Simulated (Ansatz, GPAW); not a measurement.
# Screening of a field by honeycomb AsSb bilayer, like faces together, part 2 of 3

Aim: the dipole that a field along the normal induces in honeycomb AsSb bilayer, like faces together.

GPAW 26.7.0 and Ansatz 0.2.0; Ansatz plane waves; layer without images along its normal, relaxation of atoms and in-plane cell, with D3(BJ) dispersion (the session's first sound run).

So far. Step 2 (Relaxation): The relaxation lowered the energy of the cell by 0.0588 eV.

### 3. Plane waves, PBE

With the geometry fixed, the planar mean of the potential gives the vacuum level on each side.

This step: GPAW, PAW setups; slab in vacuum (GPAW 26.7.0).

The cell differs from the one that the last finished run ended in (c 35.880 → 21.489 Å).

File run.py:

```python
import json
import numpy as np
from ase import Atoms
from gpaw import GPAW, PW

slab = Atoms(
    ['Sb', 'As', 'Sb', 'As'],
    positions=[
        [1.92858, 1.11347, 8.00000],
        [0.00000, 2.22693, 9.51411],
        [0.00000, -0.00000, 13.48862],
        [1.92858, 1.11347, 11.97918]],
    cell=[[3.85716, -0.0, 0.0], [-1.92858, 3.3404, 0.0], [0.0, 0.0, 21.4886]],
    pbc=[True, True, False])

slab.calc = GPAW(mode=PW(400), xc='PBE', kpts={'size': (9, 9, 1), 'gamma': True},
                 occupations={'name': 'fermi-dirac', 'width': 0.05}, nbands='160%',
                 convergence={'density': 1e-05}, maxiter=200,
                 poissonsolver={'dipolelayer': 'xy'},
                 symmetry={'tolerance': 1e-3}, txt='slab.txt')
result = {}
energy = slab.get_potential_energy()
fermi = slab.calc.get_fermi_level()
v = slab.calc.get_electrostatic_potential().mean((0, 1)) - fermi
n = slab.calc.get_pseudo_density().mean((0, 1))
L = slab.cell[2, 2]
z = np.arange(len(v)) * L / len(v)
low, high = slab.positions[:, 2].min(), slab.positions[:, 2].max()
below, above = np.interp([low - 5.8, high + 5.8], z, v)
slopes = [np.interp(x, z, np.gradient(v, z)) for x in (low - 5.8, high + 5.8)]
eps = np.array([[slab.calc.get_eigenvalues(k, s) for k in range(len(slab.calc.get_ibz_k_points()))]
                for s in range(slab.calc.get_number_of_spins())]) - fermi
top, bottom = eps[eps < 0].max(), eps[eps > 0].min()
dipole = slab.get_dipole_moment()[2]
print(f'energy {energy:.4f} eV, Fermi level {fermi:.4f} eV, dipole {dipole:.5f} e A')
print(f'potential 5.8 A off the faces, from the Fermi level: lower {below:.4f} eV, upper {above:.4f} eV')
print(f'slope of the potential there: lower {slopes[0]:.5f}, upper {slopes[1]:.5f} eV/A')
print(f'nearest levels on the mesh: {top:.4f} and {bottom:.4f} eV')
print('magnetic moment', round(slab.get_magnetic_moment(), 3))
result.update(energy=energy, fermi=fermi, dipole=dipole, below=below, above=above, slopes=slopes, edges=[top, bottom],
              z=z.tolist(), v=v.tolist(), n=n.tolist(), positions=slab.positions.tolist(),
              forces=slab.get_forces(apply_constraint=False).tolist(), moments=slab.get_magnetic_moments().tolist())
json.dump(result, open('result.json', 'w'))
```

On the command line:

```console
OMP_NUM_THREADS=1 OPENBLAS_NUM_THREADS=1 python run.py
```

What it wrote:

```text
energy -17.7011 eV, Fermi level 0.0292 eV, dipole -0.00896 e A
potential 5.8 A off the faces, from the Fermi level: lower 4.0326 eV, upper 4.1572 eV
slope of the potential there: lower -0.00011, upper 0.00011 eV/A
nearest levels on the mesh: -0.1606 and 0.1609 eV
magnetic moment 0.0
```

The job ended after 45 s (1 thread of Arm Neoverse V1, shared host; peak memory 0.22 GiB).

Numbers from this step:

```
dipole along the normal                    : -0.008962 e·Å
levels nearest the Fermi level on the mesh : -0.1606, 0.1609 eV from the Fermi level
upper work function                        : 4.157 eV
lower work function                        : 4.033 eV
```

The electrostatic potential energy of an electron (without an applied field's), less the Fermi level, planar mean oscillates, so the rows of the table below give means over windows of 2 Å about each position, cut where the curve ends. Its maxima inside the range that stand out by 2 % of the span (Å: eV): 8.8: -6.10, 10.7: 2.10, 12.7: -6.05. Its minima: 8.1: -16.5, 9.5: -12.3, 12.0: -12.2, 13.4: -16.4.

Table of electrostatic potential energy of an electron (without an applied field's), less the Fermi level, planar mean by z; means over each step:

| z (Å) | electrostatic potential energy of an electron (without an applied field's), less the Fermi level, planar mean (eV) |
| --- | --- |
| 0 | 4.04 |
| 2 | 4.03 |
| 4 | 4.03 |
| 6 | 3.33 |
| 8 | -9.11 |
| 10 | -4.53 |
| 12 | -6.68 |
| 14 | -6.69 |
| 16 | 3.96 |
| 18 | 4.16 |
| 20 | 4.16 |

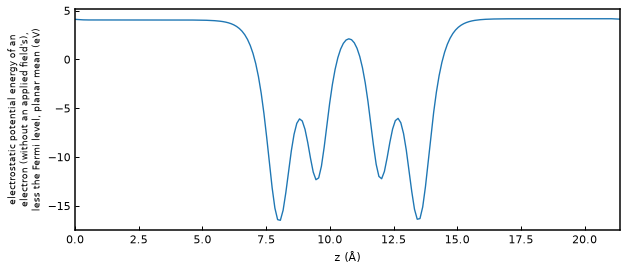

Electrostatic potential energy of an electron (without an applied field's), less the Fermi level, planar mean, plotted against z.

Table of pseudo valence density, planar mean by z:

| z (Å) | pseudo valence density, planar mean (e/Å³) |
| --- | --- |
| 4 | 6.5e-5 |
| 5 | 8.0e-4 |
| 6 | 0.0102 |
| 7 | 0.121 |
| 8 | 1.19 |
| 9 | 0.328 |
| 10 | 0.217 |
| 11 | 0.124 |
| 12 | 0.157 |
| 13 | 0.528 |
| 14 | 0.396 |
| 15 | 0.0361 |
| 16 | 0.00280 |
| 17 | 2.1e-4 |
| 18 | 1.9e-5 |

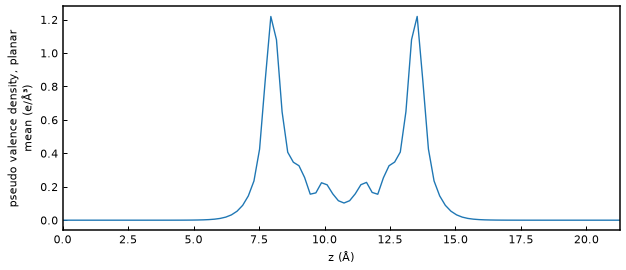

Pseudo valence density, planar mean against z.

Force by atom:

| atom | x (eV/Å) | y (eV/Å) | z (eV/Å) | size |
| --- | --- | --- | --- | --- |
| Sb1 | 0.000 | 0.000 | -0.122 | 0.122 |
| As2 | 0.000 | 0.000 | -0.064 | 0.064 |
| Sb3 | 0.000 | 0.000 | 0.127 | 0.127 |
| As4 | 0.000 | 0.000 | 0.058 | 0.058 |

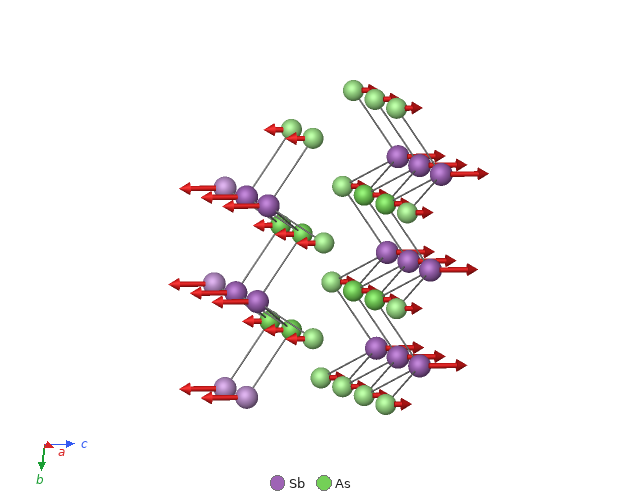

Force as arrows, the longest 0.127 eV/Å. 2×2×1 cells are drawn. Some periodic images of atoms are drawn too.

The potential is flat to 1.1e-4 eV/Å where it is read, so the vacuum is wide enough. The geometry is the other program's minimum (found with a dispersion term); here the largest force on a free atom is 0.13 eV/Å.

### 4. In a field

A uniform field along the normal polarises the slab; the atoms stay fixed, so this is the electronic response alone.

run.py: that of step 3 with these lines changed.

```diff
@@ -4,2 +4,3 @@
 from gpaw import GPAW, PW
+from gpaw.external import ConstantElectricField
 
@@ -19,2 +20,3 @@
                  poissonsolver={'dipolelayer': 'xy'},
+                 external=ConstantElectricField(-0.2, [0, 0, 1]),
                  symmetry={'tolerance': 1e-3}, txt='slab.txt')
```

What it wrote:

```text
energy -17.7148 eV, Fermi level 0.0276 eV, dipole -0.12742 e A
potential 5.8 A off the faces, from the Fermi level: lower 3.2042 eV, upper 4.9936 eV
slope of the potential there: lower -0.00009, upper 0.00018 eV/A
nearest levels on the mesh: -0.1630 and 0.1634 eV
magnetic moment 0.0
```

The job ended after 2.2 min (1 thread; peak memory 0.34 GiB).

Numbers from this step:

| Item | Value |
| --- | --- |
| dipole along the normal | -0.1274 e·Å |
| levels nearest the Fermi level on the mesh | -0.1630, 0.1634 eV from the Fermi level |
| potential below the slab, the applied field's own ramp left out | 3.204 eV from the Fermi level |
| potential above the slab, the applied field's own ramp left out | 4.994 eV from the Fermi level |

The electrostatic potential energy of an electron (without an applied field's), less the Fermi level, planar mean oscillates, so the rows of the table below give means over windows of 2 Å about each position, cut where the curve ends. Its maxima inside the range that stand out by 2 % of the span (Å: eV): 8.8: -6.47, 10.7: 2.10, 12.7: -5.68, 20.8: 4.99. Its minima: 8.1: -17.0, 9.5: -12.6, 12.0: -12.0, 13.4: -15.9.

The electrostatic potential energy of an electron (without an applied field's), less the Fermi level, planar mean by z; means over each step:

| z (Å) | electrostatic potential energy of an electron (without an applied field's), less the Fermi level, planar mean (eV) |
| --- | --- |
| 0 | 3.37 |
| 2 | 3.20 |
| 4 | 3.20 |
| 6 | 2.54 |
| 8 | -9.64 |
| 10 | -4.67 |
| 12 | -6.45 |
| 14 | -6.07 |
| 16 | 4.78 |
| 18 | 4.99 |
| 20 | 4.99 |

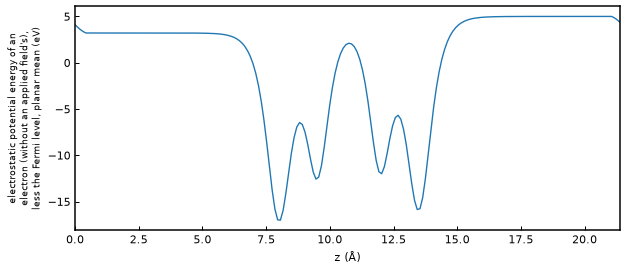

Electrostatic potential energy of an electron (without an applied field's), less the Fermi level, planar mean against z.

Force by atom:

| atom | x (eV/Å) | y (eV/Å) | z (eV/Å) | size |
| --- | --- | --- | --- | --- |
| Sb1 | 0.000 | 0.000 | -0.130 | 0.130 |
| As2 | 0.000 | 0.000 | -0.056 | 0.056 |
| Sb3 | 0.000 | 0.000 | 0.122 | 0.122 |
| As4 | 0.000 | 0.000 | 0.064 | 0.064 |

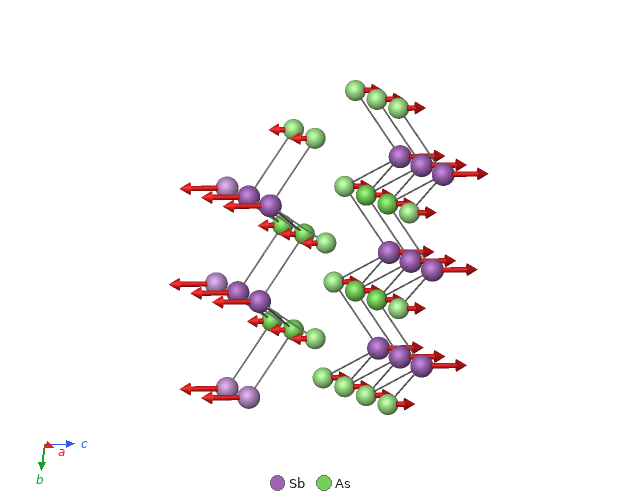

Force as arrows, the longest 0.130 eV/Å. 2×2×1 cells are drawn. Some periodic images of atoms are drawn too.

The dipole is now -0.127 e Å, against -0.0090 in the run without a field.

### 5. In a field

run.py: that of step 4 with these lines changed.

```diff
@@ -20,3 +20,3 @@
                  poissonsolver={'dipolelayer': 'xy'},
-                 external=ConstantElectricField(-0.2, [0, 0, 1]),
+                 external=ConstantElectricField(-0.1, [0, 0, 1]),
                  symmetry={'tolerance': 1e-3}, txt='slab.txt')
```

What it wrote:

```text
energy -17.7050 eV, Fermi level 0.0292 eV, dipole -0.06815 e A
potential 5.8 A off the faces, from the Fermi level: lower 3.6170 eV, upper 4.5740 eV
slope of the potential there: lower -0.00010, upper 0.00014 eV/A
nearest levels on the mesh: -0.1619 and 0.1622 eV
magnetic moment 0.0
```

It took 2.2 min on 1 thread; peak memory 0.34 GiB.

This step gave:

```yaml
dipole_along_the_normal: -0.06815 e·Å
levels_nearest_the_fermi_level_on_the_mesh: -0.1619, 0.1622 eV from the Fermi level
potential_below_the_slab_the_applied_field_s_own_ramp_left_out: 3.617 eV from the Fermi level
potential_above_the_slab_the_applied_field_s_own_ramp_left_out: 4.574 eV from the Fermi level
```

The electrostatic potential energy of an electron (without an applied field's), less the Fermi level, planar mean oscillates, so the rows of the table below give means over windows of 2 Å about each position, cut where the curve ends. Its maxima inside the range that stand out by 2 % of the span (Å: eV): 8.8: -6.29, 10.7: 2.10, 12.7: -5.87. Its minima: 8.1: -16.8, 9.5: -12.5, 12.0: -12.1, 13.4: -16.1.

Table of electrostatic potential energy of an electron (without an applied field's), less the Fermi level, planar mean by z; means over each step:

| z (Å) | electrostatic potential energy of an electron (without an applied field's), less the Fermi level, planar mean (eV) |
| --- | --- |
| 0 | 3.71 |
| 2 | 3.62 |
| 4 | 3.61 |
| 6 | 2.93 |
| 8 | -9.37 |
| 10 | -4.60 |
| 12 | -6.57 |
| 14 | -6.38 |
| 16 | 4.37 |
| 18 | 4.57 |
| 20 | 4.57 |

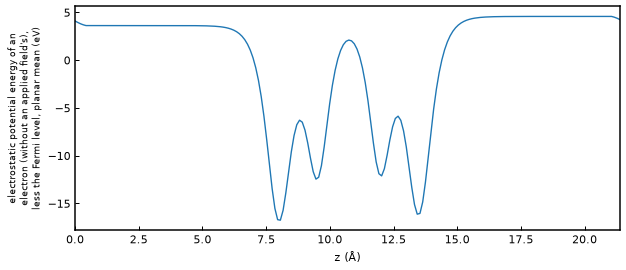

Electrostatic potential energy of an electron (without an applied field's), less the Fermi level, planar mean, plotted against z.

Force by atom:

| atom | x (eV/Å) | y (eV/Å) | z (eV/Å) | size |
| --- | --- | --- | --- | --- |
| Sb1 | 0.000 | 0.000 | -0.125 | 0.125 |
| As2 | 0.000 | 0.000 | -0.060 | 0.060 |
| Sb3 | 0.000 | 0.000 | 0.124 | 0.124 |
| As4 | 0.000 | 0.000 | 0.062 | 0.062 |

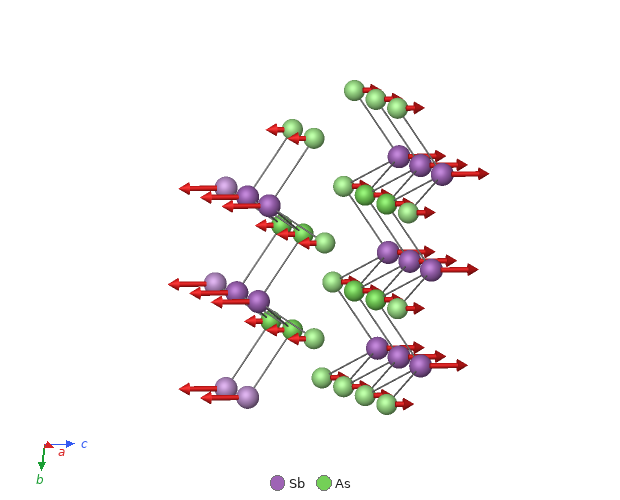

Force as arrows, the longest 0.125 eV/Å. 2×2×1 cells are drawn. Some periodic images of atoms are drawn too.

The dipole is now -0.0681 e Å, against -0.0090 in the run without a field.

### 6. Field on

run.py: that of step 5 with these lines changed.

```diff
@@ -20,3 +20,3 @@
                  poissonsolver={'dipolelayer': 'xy'},
-                 external=ConstantElectricField(-0.1, [0, 0, 1]),
+                 external=ConstantElectricField(-0.05, [0, 0, 1]),
                  symmetry={'tolerance': 1e-3}, txt='slab.txt')
```

What it wrote:

```text
energy -17.7023 eV, Fermi level 0.0294 eV, dipole -0.03853 e A
potential 5.8 A off the faces, from the Fermi level: lower 3.8243 eV, upper 4.3654 eV
slope of the potential there: lower -0.00011, upper 0.00013 eV/A
nearest levels on the mesh: -0.1613 and 0.1615 eV
magnetic moment 0.0
```

Elapsed: 2.2 min, on 1 thread; peak memory 0.34 GiB.

The electrostatic potential energy of an electron (without an applied field's), less the Fermi level, planar mean oscillates, so the rows of the table below give means over windows of 1 Å about each position, cut where the curve ends. Its maxima inside the range that stand out by 2 % of the span (Å: eV): 8.8: -6.19, 10.7: 2.10, 12.7: -5.96. Its minima: 8.1: -16.6, 9.5: -12.4, 12.0: -12.2, 13.4: -16.3.

Table of electrostatic potential energy of an electron (without an applied field's), less the Fermi level, planar mean by z; means over each step:

| z (Å) | electrostatic potential energy of an electron (without an applied field's), less the Fermi level, planar mean (eV) |
| --- | --- |
| 0 | 3.93 |
| 1 | 3.82 |
| 2 | 3.82 |
| 3 | 3.82 |
| 4 | 3.82 |
| 5 | 3.80 |
| 6 | 3.46 |
| 7 | -0.648 |
| 8 | -13.4 |
| 9 | -8.58 |
| 10 | -5.01 |
| 11 | 0.524 |
| 12 | -9.42 |
| 13 | -10.2 |
| 14 | -7.46 |
| 15 | 3.08 |
| 16 | 4.26 |
| 17 | 4.36 |
| 18 | 4.36 |
| 19 | 4.37 |
| 20 | 4.37 |
| 21 | 4.34 |

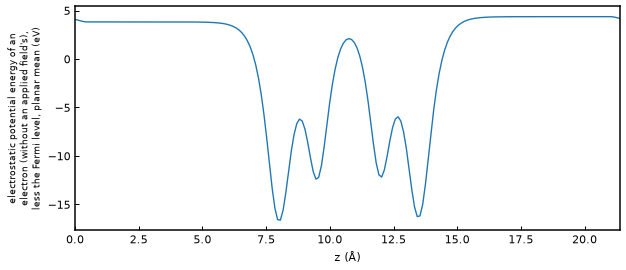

Electrostatic potential energy of an electron (without an applied field's), less the Fermi level, planar mean against z.

### 7. In a field

run.py: that of step 6 with these lines changed.

```diff
@@ -20,3 +20,3 @@
                  poissonsolver={'dipolelayer': 'xy'},
-                 external=ConstantElectricField(-0.05, [0, 0, 1]),
+                 external=ConstantElectricField(0.05, [0, 0, 1]),
                  symmetry={'tolerance': 1e-3}, txt='slab.txt')
```

What it wrote:

```text
energy -17.7014 eV, Fermi level 0.0285 eV, dipole 0.02076 e A
potential 5.8 A off the faces, from the Fermi level: lower 4.2415 eV, upper 3.9499 eV
slope of the potential there: lower -0.00013, upper 0.00010 eV/A
nearest levels on the mesh: -0.1600 and 0.1602 eV
magnetic moment 0.0
```

Elapsed: 2.2 min, on 1 thread; peak memory 0.34 GiB.

The electrostatic potential energy of an electron (without an applied field's), less the Fermi level, planar mean oscillates, so the rows of the table below give means over windows of 1 Å about each position, cut where the curve ends. Its maxima inside the range that stand out by 2 % of the span (Å: eV): 8.8: -6.01, 10.7: 2.10, 12.7: -6.14. Its minima: 8.1: -16.4, 9.5: -12.3, 12.0: -12.3, 13.4: -16.5.

Table of electrostatic potential energy of an electron (without an applied field's), less the Fermi level, planar mean by z; means over each step:

| z (Å) | electrostatic potential energy of an electron (without an applied field's), less the Fermi level, planar mean (eV) |
| --- | --- |
| 0 | 4.19 |
| 1 | 4.24 |
| 2 | 4.24 |
| 3 | 4.24 |
| 4 | 4.24 |
| 5 | 4.21 |
| 6 | 3.87 |
| 7 | -0.294 |
| 8 | -13.1 |
| 9 | -8.41 |
| 10 | -4.95 |
| 11 | 0.502 |
| 12 | -9.54 |
| 13 | -10.4 |
| 14 | -7.77 |
| 15 | 2.70 |
| 16 | 3.85 |
| 17 | 3.94 |
| 18 | 3.95 |
| 19 | 3.95 |
| 20 | 3.95 |
| 21 | 3.97 |

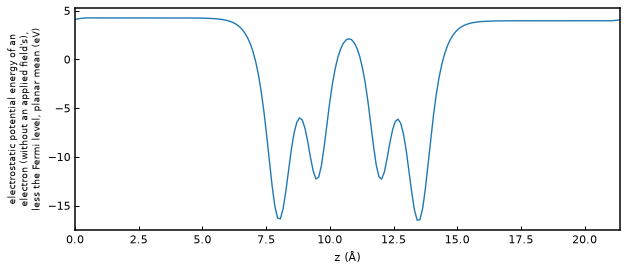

Electrostatic potential energy of an electron (without an applied field's), less the Fermi level, planar mean, plotted against z.

### 8. In a field

run.py: that of step 7 with these lines changed.

```diff
@@ -20,3 +20,3 @@
                  poissonsolver={'dipolelayer': 'xy'},
-                 external=ConstantElectricField(0.05, [0, 0, 1]),
+                 external=ConstantElectricField(0.1, [0, 0, 1]),
                  symmetry={'tolerance': 1e-3}, txt='slab.txt')
```

What it wrote:

```text
energy -17.7032 eV, Fermi level 0.0274 eV, dipole 0.05040 e A
potential 5.8 A off the faces, from the Fermi level: lower 4.4512 eV, upper 3.7434 eV
slope of the potential there: lower -0.00014, upper 0.00010 eV/A
nearest levels on the mesh: -0.1594 and 0.1595 eV
magnetic moment 0.0
```

It took 2.2 min on 1 thread; peak memory 0.34 GiB.

(Part 2 of 3 ends here.)

[Logs are printed without paths, hosts, clocks, repeated set-up lines and the standing remarks that a program may print on its own settings, such as how far it seeks lower states.]

[Hosts, paths, dates, database ids (printed as entryN), source tags and the programs' standing remarks are cut or masked in the printed files.]
